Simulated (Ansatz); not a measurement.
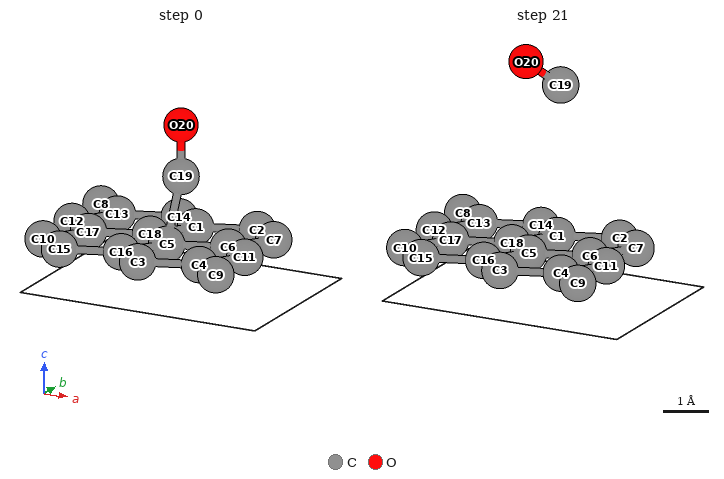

The structure of a slab of composition C19O before (left) and after (right) a relaxation, at one scale.

The picture is a ball-and-stick view of the cell of the calculation, outlined in the plane, without the vacuum (origin shifted), seen slightly off an axis.

It is CO on graphene monolayer, set down by a guess. The run prepares an end point of a later path (molecule hop) calculation, from a guessed geometry.

All numbers below come from Ansatz 0.2.0, DFT PBE, scalar-relativistic, plane waves, PAW.

The input:
```yaml
crystal:
  lattice:
    - [7.398, 0.0, 0.0]
    - [-3.699, 6.406856, 0.0]
    - [0.0, 0.0, 13.0]
  atoms:
    - { symbol: C, position: [0.0, 0.0, 0.0769231] }
    - { symbol: C, position: [0.2222222, 0.1111111, 0.0769231] }
    - { symbol: C, position: [0.0, 0.3333333, 0.0769231] }
    - { symbol: C, position: [0.2222222, 0.4444444, 0.0769231] }
    - { symbol: C, position: [0.0, 0.6666667, 0.0769231] }
    - { symbol: C, position: [0.2222222, 0.7777778, 0.0769231] }
    - { symbol: C, position: [0.3333333, 0.0, 0.0769231] }
    - { symbol: C, position: [0.5555556, 0.1111111, 0.0769231] }
    - { symbol: C, position: [0.3333333, 0.3333333, 0.0769231] }
    - { symbol: C, position: [0.5555556, 0.4444444, 0.0769231] }
    - { symbol: C, position: [0.3333333, 0.6666667, 0.0769231] }
    - { symbol: C, position: [0.5555556, 0.7777778, 0.0769231] }
    - { symbol: C, position: [0.6666667, 0.0, 0.0769231] }
    - { symbol: C, position: [0.8888889, 0.1111111, 0.0769231] }
    - { symbol: C, position: [0.6666667, 0.3333333, 0.0769231] }
    - { symbol: C, position: [0.8888889, 0.4444444, 0.0769231] }
    - { symbol: C, position: [0.6666667, 0.6666667, 0.0769231] }
    - { symbol: C, position: [0.8888889, 0.7777778, 0.0769231] }
    - { symbol: C, position: [0.0302512, 0.7507961, 0.1892308] }
    - { symbol: O, position: [0.0302512, 0.7507961, 0.2784615] }
basis:
  ecutwfc: 420.0
kpoints:
  mp_grid: { grid: [2, 2, 1] }
hamiltonian:
  xc: pbe
scf:
  occupations: { method: gaussian, width: 0.05 }
  lower_state_search: "off"
relax:
  f_tol: 0.03
  max_steps: 60
  adjacent_minimum: "off"
```

Launched with:
```bash
ansatz run input.yaml --threads 1 --pin off --max-ram 3072MiB --backend cpu --events-out ev --progress --plain --runs-dir out
```

### What changed between the two?

Over 18 accepted moves (21 points after the start) the energy falls by 4.123 eV per cell of the calculation. The largest force component goes from 3 to 0.025 eV/Å. The line search rejected the trial steps at points 11, 14, 17 of the run. The forces were under the threshold at step 18, but the run went on from there. C19 moves most relative to the layer's centre: 2.07 Å at 15° to the normal (+c side). Largest moves by element: C 2.07 Å, O 1.53 Å. The cell doesn't change. Some distances before and after: C5–C19 1.559 → 3.814 Å, C18–C19 1.864 → 3.863 Å, C6–C19 1.976 → 3.898 Å, C19–O20 1.160 → 1.136 Å. Bonds break: C5–C19 (1.56 → 3.81 Å).

Limits of the set-up: the periodic images lie only 7.4 Å apart, so the values are limited by the cell's size.
